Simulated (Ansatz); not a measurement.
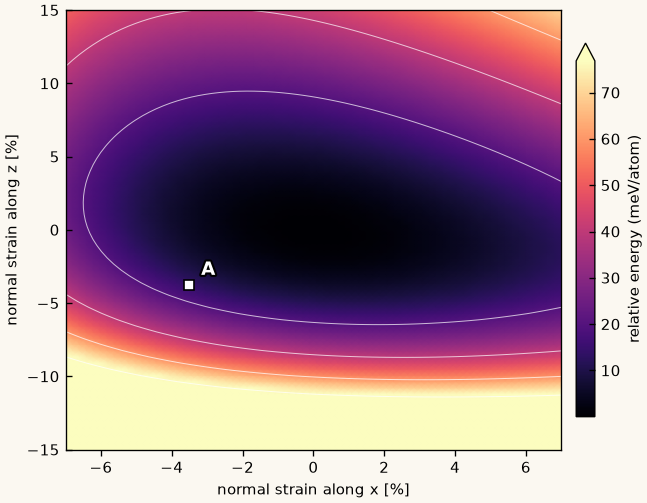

KF (Fm-3m, No. 225; 2 atoms in the cell). The energy is mapped over two homogeneous strains (x, y and z along the cube axes). First axis: normal strain along x. Second axis: normal strain along z. Nothing is relaxed (symmetry fixes all fractional coordinates). The scan uses a 9 × 9 grid. All energies are given in meV/atom relative to the lowest grid point. Computed with Ansatz, DFT PBE, scalar-relativistic, plane waves, PAW. Settings: cutoff 520 eV, k-mesh 8×8×8, gaussian smearing 0.05 eV, no spin polarisation.

In the figure: a smooth colour map with a few white contour lines, one colour for all values above the top of the scale, the point A. Between grid points the surface is interpolated.

Is A at rest? If not, where is it pushed?

Answer. A, at normal strain along x = −3.50 %, normal strain along z = −3.75 %, is not a stationary point. The computed force is 4 meV/atom for each 1 % towards larger values of normal strain along x and 4.3 meV/atom for each 1 % towards larger values of normal strain along z.
